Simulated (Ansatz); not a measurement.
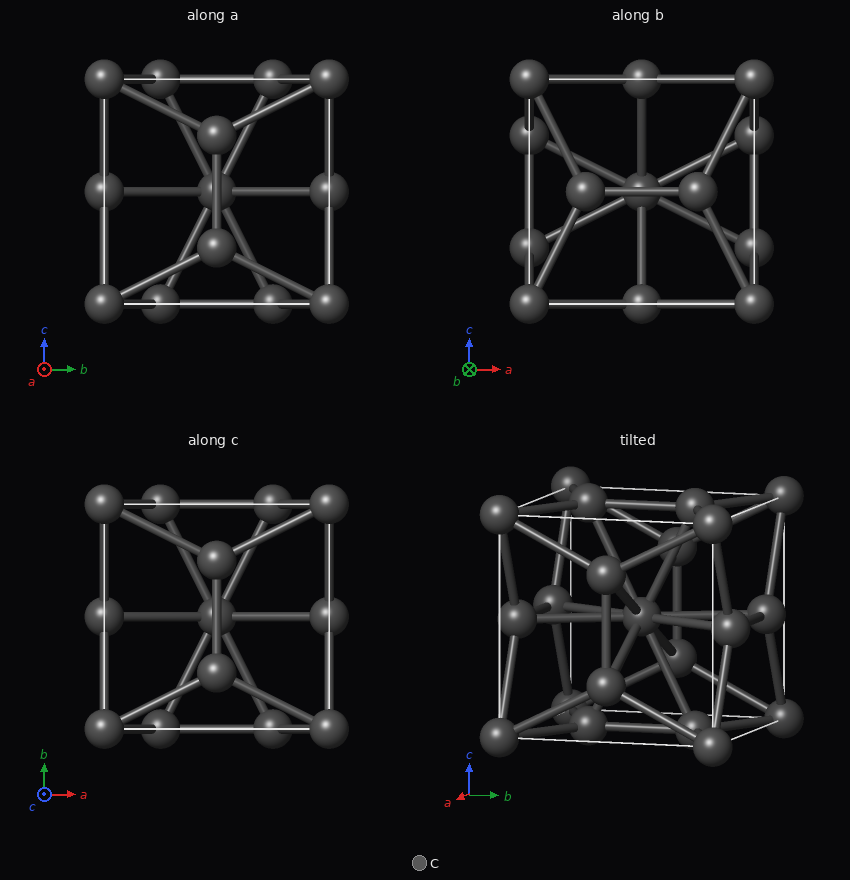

We look at a ball-and-stick model of the crystal along the a axis, along the b axis, along the c axis and slightly off an axis. The conventional unit cell is drawn as a box.

Lattice parameters: a = 4.0278 Å, b = 4.0278 Å, c = 4.0278 Å, α = 90.000°, β = 90.000°, γ = 90.000°.

> Reconstruct the structure as a CIF with its space group and independent sites.

```cif
data_structure
_symmetry_space_group_name_H-M 'P m -3 n'
_symmetry_Int_Tables_number 223
_cell_length_a 4.0278
_cell_length_b 4.0278
_cell_length_c 4.0278
_cell_angle_alpha 90.000
_cell_angle_beta 90.000
_cell_angle_gamma 90.000
_cell_volume 65.34
loop_
_atom_site_label
_atom_site_type_symbol
_atom_site_symmetry_multiplicity
_atom_site_Wyckoff_symbol
_atom_site_fract_x
_atom_site_fract_y
_atom_site_fract_z
_atom_site_occupancy
C1 C 2 a 0.0000 0.0000 0.0000 1
C2 C 6 c 0.2500 0.0000 0.5000 1
```

Provenance: a structure type filled with this element by a generator (whether the element takes this form wasn't checked). Earlier steps of the study may have refined or changed the cell and positions. It was run through Ansatz as a DFT input.
